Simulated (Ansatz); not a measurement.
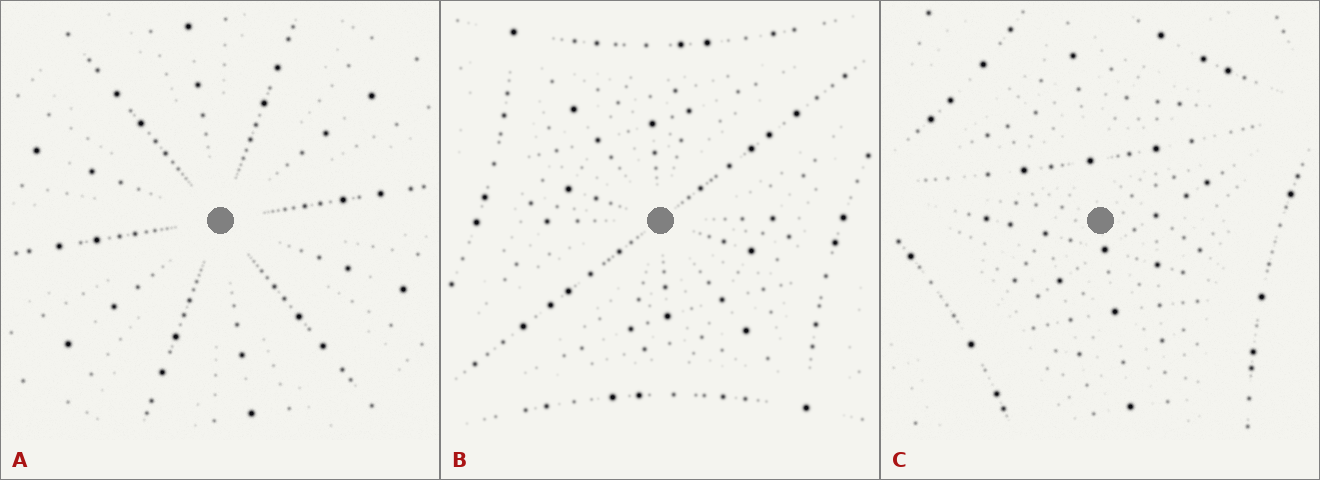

Simulated back-reflection Laue patterns (white X-rays, 0.45 to 2.2 Å, flat plate covering ±45° about the beam, kinematic intensities, seen from the source). Crystal: Ru, space group P6_3/mmc (No. 194), a = 4.10 Å, c = 4.69 Å (hexagonal axes). Structure: the end point of a relaxation with DFT PBEsol, scalar-relativistic, plane waves, PAW (Ansatz); the starting structure was generated, so it need not be a known form of this composition.

```
Ru
1.0
     4.10348    0.00000    0.00000
    -2.05174    3.55372    0.00000
     0.00000    0.00000    4.68887
Ru
4
Direct
  0.00000 0.00000 0.25000
  0.00000 0.00000 0.75000
  0.33333 0.66667 0.75000
  0.66667 0.33333 0.25000
```

The directions [001], [100], [101] point towards the source, in some order. Which is which?

A: [001], symmetry 6mm (a sixfold axis with mirror lines). B: [100], symmetry 2mm (a twofold axis with two mirror lines). C: [101], symmetry m (one mirror line). The Laue class is 6/mmm.
